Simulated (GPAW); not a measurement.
# GaAs (F-43m): G0W0 with GPAW, start to end

How does a plane-wave GW calculation on GaAs (F-43m) run from the first input to the gap?

Main program and level: GPAW 26.7.0; PBE and many-body steps on it, plane waves.

**Experimental background.**

- Gap 1.51 eV: band-edge emission energy from PL (direct gap at Gamma); photoluminescence, 633 nm excitation; 77 K; bulk crystal (MBE GaAs matrix around a thin InAs wetting layer on semi-insulating GaAs (100)) (“Photoluminescence of InAs/GaAs quantum dots under direct two-photon excitation”, 2020, pmc:7331710).

- Gap 1.418 ± 0.005 eV: direct gap E0 at Gamma from PR; modulated photoreflectance, low-field lineshape fit; 300 K; bulk crystal (semi-insulating GaAs(001) reference substrate) (“Evidence of valence band perturbations in GaAsN/GaAs(001): A combined variable-angle spectroscopic ellipsometry and modulated photoreflectance investigation”, 2008, arxiv:0805.2212).

- Gap 1.42 eV: fundamental direct gap E0 at Gamma, seen as sharp points in Psi and Delta; spectroscopic ellipsometry; 300 K; bulk crystal (semi-insulating GaAs (100) substrate) (“Ellipsometric study of the Electronic Structure of GaMnAs and LT-GaAs”, 2004, arxiv:cond-mat/0404304).

- Gap 1.412 ± 0.01 eV: direct gap E0 at Gamma from ellipsometry; variable-angle spectroscopic ellipsometry, parametric critical-point fit; 300 K; bulk crystal (semi-insulating GaAs(001) reference substrate with native oxide) (“Evidence of valence band perturbations in GaAsN/GaAs(001): A combined variable-angle spectroscopic ellipsometry and modulated photoreflectance investigation”, 2008, arxiv:0805.2212).

This is a report of a sequence of runs, with most program output left out.

**1. The starting structure**

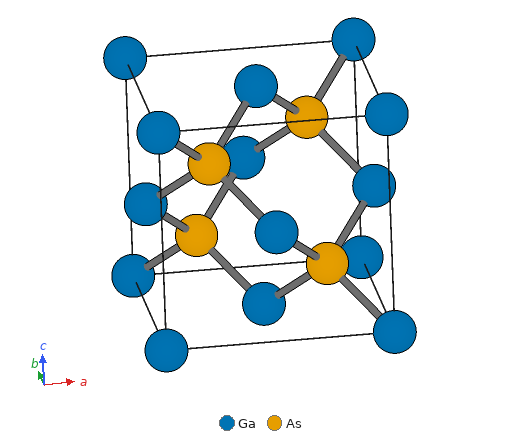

Start, viewed slightly off an axis; gallium blue, arsenic orange. This picture shows the conventional cell, with its axes. Bonds to atoms that aren't drawn are left out. Some periodic images of atoms are drawn too.

The cell and positions come from the Crystallography Open Database and are kept as given unless a step says otherwise.

**2. Ground state**

This step: GPAW 26.7.0; DFT, PBE, plane waves, PAW.

The ground-state density comes first.

run.py

```python
import json
import numpy as np
from gpaw.mpi import world
from ase import Atoms
from gpaw import GPAW, PW, FermiDirac

atoms = Atoms(['Ga', 'As'],
    cell=[[0.0000000000, 2.8268500000, 2.8268500000],
      [2.8268500000, 0.0000000000, 2.8268500000],
      [2.8268500000, 2.8268500000, 0.0000000000]],
    scaled_positions=[[0.0000000000, 0.0000000000, 0.0000000000],
      [0.2500000000, 0.2500000000, 0.2500000000]],
    pbc=(True, True, True))
calc = GPAW(mode=PW(450),
    xc='PBE',
    kpts={'size': (8, 8, 8), 'gamma': True},
    occupations=FermiDirac(0.001),
    nbands=-7,
    convergence={'density': 1e-6, 'bands': -3},
    maxiter=100,
    txt='gs.txt')
atoms.calc = calc
res = {'energy': atoms.get_potential_energy()}
kpts = calc.get_ibz_k_points()
res['kpts'] = kpts
res['eigenvalues'] = [calc.get_eigenvalues(kpt=k) for k in range(len(kpts))]
res['n_electrons'] = calc.get_number_of_electrons()
calc.write('gs.gpw')

if world.rank == 0:
    with open('result.json', 'w') as f:
        json.dump(res, f, default=lambda x: x.tolist())
```

Launch:

```console
> mpirun -n 4 gpaw python run.py
```

Elapsed: 3.2 s, on 4 MPI ranks of Arm Neoverse V2, shared host; peak memory 0.58 GiB; 12 s of CPU time.

Numbers from this step:

```yaml
total_energy: -8.228 eV
gap: 0.5868 eV
k_of_the_valence_top: 0, 0, 0
k_of_the_conduction_bottom: 0, 0, 0
least_direct_gap: 0.5868 eV
```

The gap is direct, at Γ.

**3. Bands along the symmetry lines**

Levels along a band path, at the cheap level, show where the edges lie and whether the meshes to come will hold them.

run.py

```python
import json
import numpy as np
from gpaw.mpi import world
from gpaw import GPAW

path = [[0.000000, 0.000000, 0.000000],
    [-0.062500, -0.062500, 0.000000],
    [-0.125000, -0.125000, 0.000000],
    [-0.187500, -0.187500, 0.000000],
    [-0.250000, -0.250000, 0.000000],
    [-0.312500, -0.312500, 0.000000],
    [-0.375000, -0.375000, 0.000000],
    [-0.437500, -0.437500, 0.000000],
    [-0.500000, -0.500000, 0.000000],
    [-0.484375, -0.484375, 0.031250],
    [-0.468750, -0.468750, 0.062500],
    [-0.453125, -0.453125, 0.093750],
    [-0.437500, -0.437500, 0.125000],
    [-0.421875, -0.421875, 0.156250],
    [-0.406250, -0.406250, 0.187500],
    [-0.390625, -0.390625, 0.218750],
    [-0.375000, -0.375000, 0.250000],
    [-0.375000, 0.000000, 0.375000],
    [-0.328125, 0.000000, 0.328125],
    [-0.281250, 0.000000, 0.281250],
    [-0.234375, 0.000000, 0.234375],
    [-0.187500, 0.000000, 0.187500],
    [-0.140625, 0.000000, 0.140625],
    [-0.093750, 0.000000, 0.093750],
    [-0.046875, 0.000000, 0.046875],
    [0.000000, 0.000000, 0.000000],
    [0.000000, 0.000000, 0.062500],
    [0.000000, 0.000000, 0.125000],
    [0.000000, 0.000000, 0.187500],
    [0.000000, 0.000000, 0.250000],
    [0.000000, 0.000000, 0.312500],
    [0.000000, 0.000000, 0.375000],
    [0.000000, 0.000000, 0.437500],
    [-0.000000, -0.000000, 0.500000],
    [-0.062500, -0.031250, 0.468750],
    [-0.125000, -0.062500, 0.437500],
    [-0.187500, -0.093750, 0.406250],
    [-0.250000, -0.125000, 0.375000],
    [-0.312500, -0.156250, 0.343750],
    [-0.375000, -0.187500, 0.312500],
    [-0.437500, -0.218750, 0.281250],
    [-0.500000, -0.250000, 0.250000],
    [-0.500000, -0.281250, 0.218750],
    [-0.500000, -0.312500, 0.187500],
    [-0.500000, -0.343750, 0.156250],
    [-0.500000, -0.375000, 0.125000],
    [-0.500000, -0.406250, 0.093750],
    [-0.500000, -0.437500, 0.062500],
    [-0.500000, -0.468750, 0.031250],
    [-0.500000, -0.500000, 0.000000]]
calc = GPAW('gs.gpw').fixed_density(kpts=path,
    symmetry='off',
    nbands=14,
    convergence={'bands': 10},
    txt='bands.txt')
res = {}
kpts = calc.get_ibz_k_points()
res['kpts'] = kpts
res['eigenvalues'] = [calc.get_eigenvalues(kpt=k) for k in range(len(kpts))]
res['n_electrons'] = calc.get_number_of_electrons()

if world.rank == 0:
    with open('result.json', 'w') as f:
        json.dump(res, f, default=lambda x: x.tolist())
```

Launch:

```console
> mpirun -n 4 gpaw python run.py
```

Wall time 3.2 s (4 MPI ranks); peak memory 0.61 GiB; 12 s of CPU time.

This step gave:

```
gap                        : 0.5868 eV
k of the valence top       : 0, 0, 0
k of the conduction bottom : 0, 0, 0
least direct gap           : 0.5868 eV
```

The gap is 0.587 eV, as in the run before at this level.

The electronic bands at the labelled points (eV, zero at the top of the highest filled band; v1 is the highest filled band, c1 the lowest empty one):

| point | v4 | v3 | v2 | v1 | c1 | c2 | c3 | c4 |
| --- | --- | --- | --- | --- | --- | --- | --- | --- |
| Γ | -12.70 | 0.00 | 0.00 | 0.00 | 0.59 | 3.77 | 3.77 | 3.77 |
| X | -10.34 | -6.79 | -2.66 | -2.66 | 1.48 | 1.68 | 10.22 | 10.22 |
| U | -10.39 | -6.59 | -3.85 | -2.25 | 1.98 | 4.68 | 8.01 | 8.11 |
| jump to K | -10.39 | -6.59 | -3.85 | -2.25 | 1.98 | 4.68 | 8.01 | 8.11 |
| Γ | -12.70 | 0.00 | 0.00 | 0.00 | 0.59 | 3.77 | 3.77 | 3.77 |
| L | -11.06 | -6.61 | -1.13 | -1.13 | 1.05 | 4.67 | 4.67 | 7.79 |
| W | -10.30 | -6.59 | -3.54 | -3.33 | 4.67 | 4.75 | 5.46 | 6.08 |
| X | -10.34 | -6.79 | -2.66 | -2.66 | 1.48 | 1.68 | 10.22 | 10.22 |

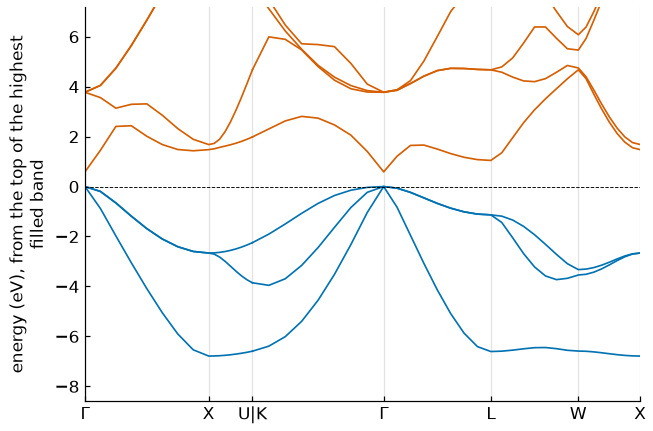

Electronic bands along the path; lines of filled and empty bands in two colours.

**4. Empty states on the mesh, 6×6×6 mesh, 681 bands**

The sums over transitions need many empty states on a uniform mesh; this step solves for them.

run.py

```python
import json
import numpy as np
from gpaw.mpi import world
from gpaw import GPAW

calc = GPAW('gs.gpw').fixed_density(kpts={'size': (6, 6, 6), 'gamma': True},
    parallel={'domain': 1, 'band': 1},
    txt='nscf.txt')
calc.diagonalize_full_hamiltonian(nbands=681)
calc.write('full.gpw', mode='all')
res = {}
kpts = calc.get_ibz_k_points()
res['kpts'] = kpts
res['eigenvalues'] = [calc.get_eigenvalues(kpt=k) for k in range(len(kpts))]
res['n_electrons'] = calc.get_number_of_electrons()

if world.rank == 0:
    with open('result.json', 'w') as f:
        json.dump(res, f, default=lambda x: x.tolist())
```

Launch:

```console
> mpirun -n 4 gpaw python run.py
```

The job ended after 7.6 s (4 MPI ranks; peak memory 1 GiB).

Numbers from this step:

- gap: 0.5868 eV
- k of the valence top: 0, 0, 0
- k of the conduction bottom: 0, 0, 0
- least direct gap: 0.5868 eV
- k points computed: 16
- lowest point of the top converged band, above the valence top: 338.3025 eV

On this mesh the gap is 0.587 eV.

**5. Screening and self-energy, 6×6×6 mesh, 312 bands, screening to 210 eV**

G0W0 replaces the xc potential by the self-energy, built once from these orbitals. Only a window of levels is corrected, while the sums run over the empty bands that the input names.

This step: G0W0 on PBE, plane waves, PAW.

run.py

```python
import json
import numpy as np
from gpaw.mpi import world
from gpaw.response.g0w0 import G0W0

gw = G0W0('full.gpw',
    filename='gw',
    kpts=[0],
    bands=(2, 6),
    ecut=210,
    nbands=312,
    integrate_gamma='WS',
    ppa=True)
gw.calculate()
res = {mode: {k: v for k, v in r.items() if k != 'sigma_eskwn'}
       for mode, r in gw.all_results.items()}

if world.rank == 0:
    with open('result.json', 'w') as f:
        json.dump(res, f, default=lambda x: x.tolist())
```

Launch:

```console
> mpirun -n 4 gpaw python run.py
```

Run time: 3.9 min. Hardware: 4 MPI ranks; peak memory 1.3 GiB; 16 min of CPU time.

Numbers from this step:

```yaml
g0w0_gap_on_the_points_computed: 1.721 eV
least_direct_g0w0_gap_on_the_computed_points: 1.721 eV
z_at_the_valence_top: 0.7830
z_at_the_conduction_bottom: 0.7927
starting_gap_on_the_mesh: 0.5868 eV
k_of_the_valence_top: 0, 0, 0
k_of_the_conduction_bottom: 0, 0, 0
```

The gap on the mesh goes from 0.59 eV to 1.72 eV, a correction of +1.13 eV.

Limits: finite bands, cutoff and mesh; no spin-orbit coupling; coarse k mesh. v1 is the top filled band, c1 the lowest empty one. Levels before and after the correction, in eV, zero at the valence-band top of each column:

|  | conduction bottom | valence top |
| --- | --- | --- |
| Kohn-Sham | 0.59 | 0.00 |
| G0W0 | 1.72 | 0.00 |

|  | level | energy (eV) |
| --- | --- | --- |
| Kohn-Sham | Γ v2-v1 | 0.000 |
| Kohn-Sham | Γ c1 | 0.587 |
| Kohn-Sham | Γ c2 | 3.774 |
| G0W0 | Γ v2-v1 | 0.000 |
| G0W0 | Γ c1 | 1.721 |
| G0W0 | Γ c2 | 4.487 |

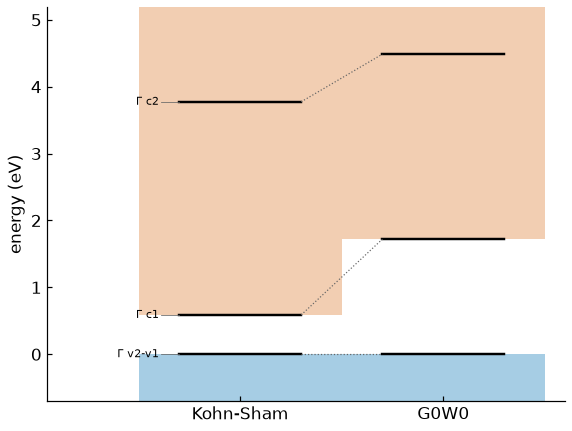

Levels before and after the correction. Shaded: valence and conduction bands.

**6. Where the time went**

Times are wall times on 4 MPI ranks of Arm Neoverse V2, shared host, good to a factor of about two.

| step | time | share | memory (GiB) |
| --- | --- | --- | --- |
| ground state | 3.2 s | 1 % | 0.58 |
| bands along the symmetry lines | 3.2 s | 1 % | 0.61 |
| empty states on the mesh | 7.6 s | 3 % | 1 |
| screening and self-energy | 3.9 min | 94 % | 1.3 |

**7. Results**

- PBE gap: 0.59 eV, direct
- G0W0 gap on the mesh: 1.72 eV
- GW settings: 6×6×6 mesh, 312 bands, screening to 210 eV, Godby-Needs plasmon pole
- known limits: not at the basis limit; no spin-orbit coupling; coarse k mesh

What this shows: G0W0 moves the gap on the mesh from 0.59 eV to 1.72 eV (+1.13 eV), with Z of 0.78 and 0.79 at the edges. Only 1 of the mesh's irreducible points was corrected, so a valley elsewhere could overtake. The dearest step here is «screening and self-energy». Against experiment, by G0W0@PBE: the direct gap of 1.72 eV lies +0.21 eV from the measured 1.51 eV (exciton, 77 K, 2020); the direct gap of 1.72 eV lies +0.30 eV from the measured 1.418 ± 0.005 eV (direct, 300 K, 2008); the direct gap of 1.72 eV lies +0.30 eV from the measured 1.42 eV (direct, 300 K, 2004); the direct gap of 1.72 eV lies +0.31 eV from the measured 1.412 ± 0.01 eV (direct, 300 K, 2008). An exciton line or allowed optical edge lies below the quasiparticle gap by the binding energy; a forbidden edge can push the onset above it. The calculation has static nuclei and no excitons; a measured gap holds zero-point and thermal motion, which mostly lowers it. Bands and cutoff are finite, so the gap is not at the basis limit. The miss can reach some tenths of an eV and take either sign; the mesh is an error of its own. These stock PAW sets were not made for GW; the filled d or f shell of As and Ga lies in the frozen core, which bears on start and correction. In the G0W0 run levels were corrected at 1 k point alone, so a gap called «on the mesh» is the least over those, and an edge elsewhere would be missed. The 6×6×6 mesh is coarse for this cell, which bears on the long-range parts of exchange and screening. The many-body steps are scalar-relativistic: spin-orbit coupling is not in them.

[Paths, hosts, dates, memory and timing lines, banners, echoed tables and standing remarks are left out of the program output.]

[Logs are printed without paths, hosts, clocks, repeated set-up lines and the standing remarks that a program may print on its own settings, such as how far it seeks lower states.]

[Runs of the session that timed out or met a known fault of the program may be left out.]

[Hosts, paths, dates, database ids (printed as entryN), source tags and the programs' standing remarks are cut or masked in the printed files.]
